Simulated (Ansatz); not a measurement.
Input of the run:

```
crystal:
  lattice:
    - [4.7019745438, 0.0, 0.0]
    - [0.0, 4.7019745438, 0.0]
    - [0.0, 0.0, 28.2991923396]
  atoms:
    - { symbol: Te, position: [0.0, 0.5, 0.2650252315] }
    - { symbol: Hg, position: [0.5, 0.5, 0.3237689236] }
    - { symbol: Te, position: [0.5, 0.0, 0.3825126157] }
    - { symbol: Hg, position: [0.0, 0.0, 0.4412563079] }
    - { symbol: Te, position: [0.0, 0.5, 0.5] }
    - { symbol: Hg, position: [0.5, 0.5, 0.5587436921] }
    - { symbol: Te, position: [0.5, 0.0, 0.6174873843] }
    - { symbol: Hg, position: [0.0, 0.0, 0.6762310764] }
    - { symbol: Te, position: [0.0, 0.5, 0.7349747685] }
basis:
  ecutwfc: 420
kpoints:
  mp_grid: { grid: [8, 8, 1] }
hamiltonian:
  xc: pbe
scf:
  occupations: { method: gaussian, width: 0.1 }
output:
  forces: true
  eigenvalues: true
  write_density: true
  write_potential: true
  elf: true
  volumetric_format: npy
relax:
  adjacent_minimum: "off"
  f_tol: 0.02
  max_steps: 60
efield:
  axis: 3
  dipole_correction: true
  ramp_width: 0.04
```

Command:
```bash
ansatz run input.yaml --threads 1 --pin off --max-ram 2560MiB --backend cpu --events-out ev --progress --plain --runs-dir out
```

What does the potential across the slab give for the work function?

The work function is 5.68 eV, the same on both faces. The two vacuum levels agree, so the slab has no net dipole along its normal. The outermost atoms are 13.1 Å apart, which leaves 15.2 Å of vacuum in a cell 28.3 Å high.

Spin-orbit coupling is left out, which matters for Hg.

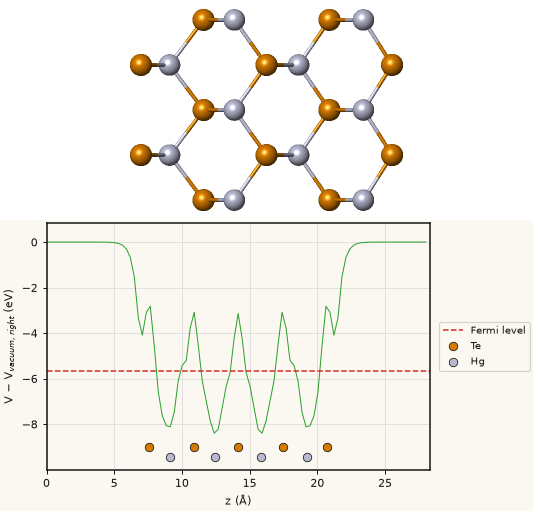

Plane-averaged electrostatic potential energy of an electron across the slab; circles at the bottom mark the heights of the atoms (positions after relaxation). The structure is drawn too.
